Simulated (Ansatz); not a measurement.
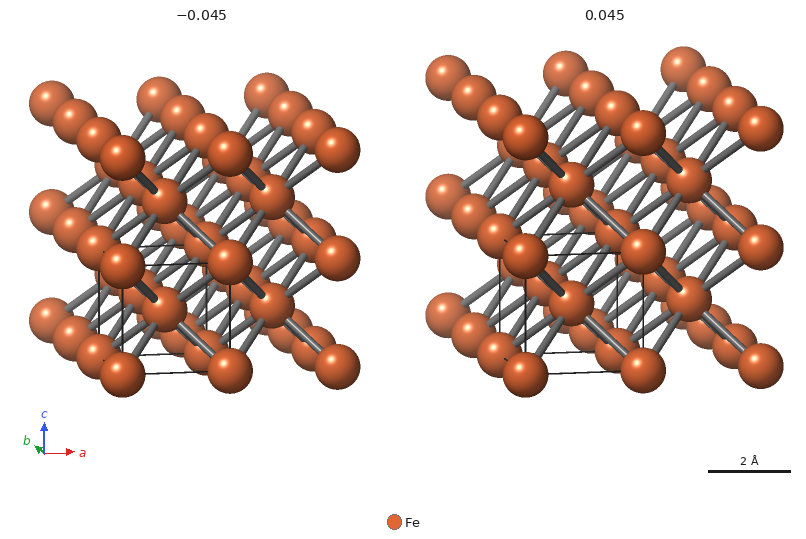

Crystalline Fe (set up in Im-3m), under equal strain along all axes (cell held, atoms fixed by symmetry), with energies (extrapolated to zero smearing) counted from the relaxed crystal, which is the row at zero. The picture shows the first and the last member. Style: ball-and-stick. Shown: the cell of the calculation, repeated 2 × 3 × 2 with one cell outlined, slightly off an axis.

Computed with Ansatz 0.2.0: DFT PBE, scalar-relativistic, plane waves, PAW. Set-up: plane-wave cutoff 420 eV; k-point mesh 14 × 14 × 14; occupations gaussian; smearing width 0.1 eV; collinear spin.

| strain | energy (meV/atom) | a (Å) |
| --- | --- | --- |
| −0.045 | 151.08 | 2.704 |
| −0.03 | 62.57 | 2.747 |
| −0.015 | 14.34 | 2.789 |
| 0.0 | 0.00 | 2.832 |
| 0.015 | 13.38 | 2.874 |
| 0.03 | ? | ? |
| 0.045 | 99.70 | 2.959 |

**Estimate the missing row from the others, and compare with the calculation.**

A parabola through three neighbouring rows (0.0, 0.015, 0.045) gives, with Lagrange weights, (−0.3333)(0.00) + (1.0000)(13.38) + (0.3333)(99.70) = 46.61 meV/atom. The calculation gives 50.24 meV/atom (a = 2.917 Å). The estimate is 3.63 meV/atom too low. From the first member to the last: Fe–Fe 2.342 → 2.563 Å.

The whole series:

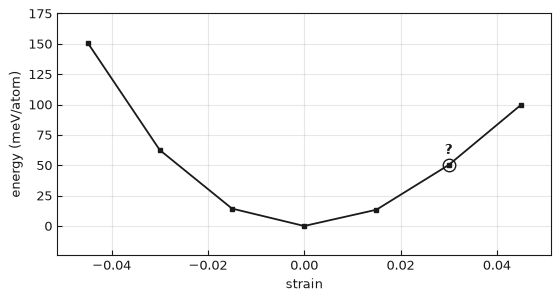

The cells carry a magnetic moment (4.0 to 5.2 μB per cell in all, first to last member); only the order that this cell allows was tried.
